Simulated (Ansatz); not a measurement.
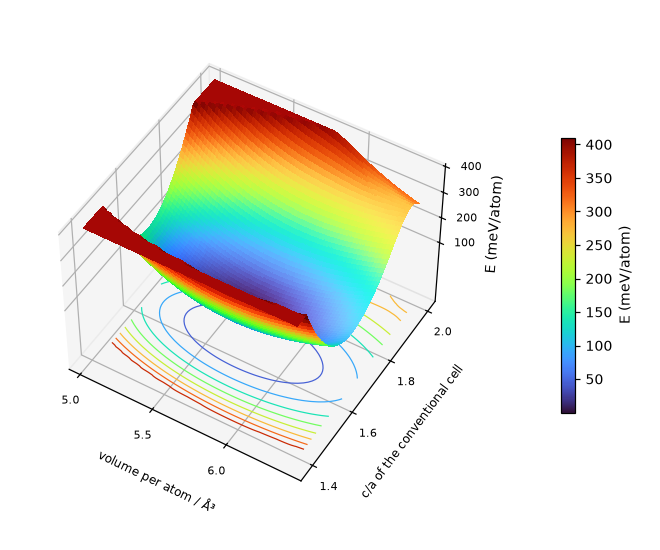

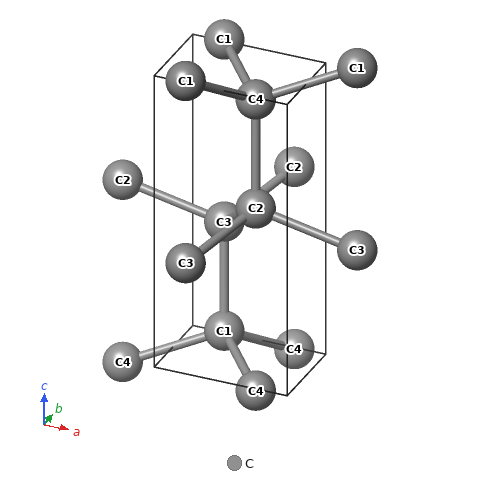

Energy landscape of C (P6_3/mmc, No. 194; 4 atoms in the cell). 
- The energy is mapped over volume and the cell's shape.
- First axis: volume per atom. Second axis: c/a of the conventional cell.
- Relaxed at each point: the atoms inside the fixed cell.
- Grid: 9 × 9 points.
- Points are written as (first, second).
- All energies are given in meV/atom relative to the lowest grid point.
- The band gap closes in part of the range.
- Theory: DFT PBE, scalar-relativistic, plane waves, PAW (Ansatz 0.2.0). Settings: cutoff 520 eV, k-mesh 12×12×6 in the order of the run's cell vectors, gaussian smearing 0.05 eV, no spin polarisation.

The picture shows a relief with its contours projected below, any walls above the top of the colour scale cut off. Between grid points the surface is interpolated. The second picture is the structure at the lowest point

What does the map say about the system?

Answer. The lowest grid point is at (5.709 Å³, 1.664). No other kind of well shows on this grid. The highest grid point, (5.024 Å³, 1.387), lies 757 meV/atom above the lowest. Round the minimum the two coordinates are nearly uncoupled.

The values on the grid:

| c/a of the conventional cell ↓, volume per atom → | 5.024 | 5.196 | 5.367 | 5.538 | 5.709 | 5.881 | 6.052 | 6.223 | 6.395 |
| --- | --- | --- | --- | --- | --- | --- | --- | --- | --- |
| 1.997 | 668 | 582 | 516 | 467 | 431 | 398 | 347 | 304 | 272 |
| 1.908 | 441 | 366 | 312 | 276 | 254 | 246 | 249 | 261 | 282 |
| 1.823 | 273 | 205 | 159 | 130 | 117 | 118 | 130 | 153 | 184 |
| 1.742 | 169 | 105 | 63 | 39 | 30 | 36 | 53 | 81 | 117 |
| 1.664 | 136 | 72 | 31 | 7 | 0 | 7 | 25 | 55 | 93 |
| 1.590 | 175 | 109 | 66 | 41 | 32 | 37 | 54 | 82 | 119 |
| 1.520 | 290 | 220 | 172 | 143 | 130 | 131 | 145 | 169 | 202 |
| 1.452 | 483 | 407 | 352 | 317 | 298 | 293 | 300 | 319 | 346 |
| 1.387 | 757 | 672 | 609 | 565 | 537 | 524 | 524 | 534 | 554 |

The whole map (81 points run) took 4.7 min on 1 thread of Intel(R) Xeon(R) 6975P-C (Granite Rapids), with other jobs on the host.

PAW datasets: the set soft_1.
